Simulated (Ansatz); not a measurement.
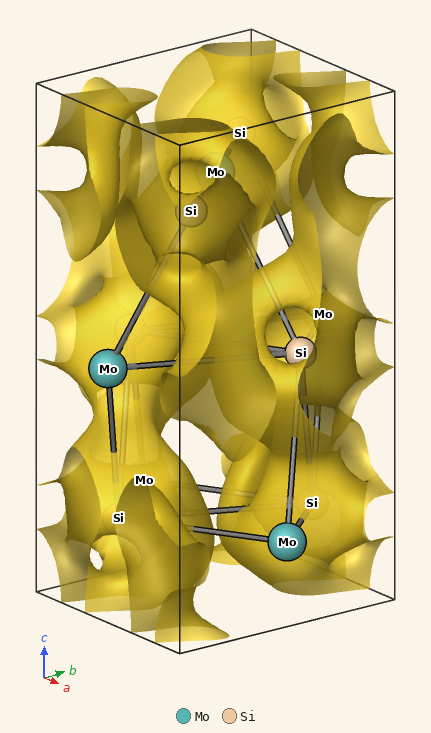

*Si2Mo. Isosurface of the electron localisation function at 0.55 (yellow), seen slightly off an axis. Only the valence region is drawn (cores and ρ < 0.01 e/Å³ removed). Sticks mark near contacts.*

Space group P6₂22; a structure from a database of computed crystals, not necessarily the ambient phase; computed pressure about −5 GPa in this cell.

These are results of Ansatz 0.2.0, Kohn-Sham DFT of a periodic cell, LDA, Ansatz PAW, not measurements.

Describe the localisation domains.

Answer. At this value the surface marks out channels that run through the cell in one direction, counted in one cell of 9 atoms. Regions shared between cells count once.

Values along the shortest contacts:
Si–Si (2.55 Å): the ELF peaks at about 0.70 between the atoms. Si–Mo (2.57 Å): the ELF peaks at about 0.70 in the valence shell of Si, 0.9 Å from its nucleus, and is about 0.40 at the midpoint.
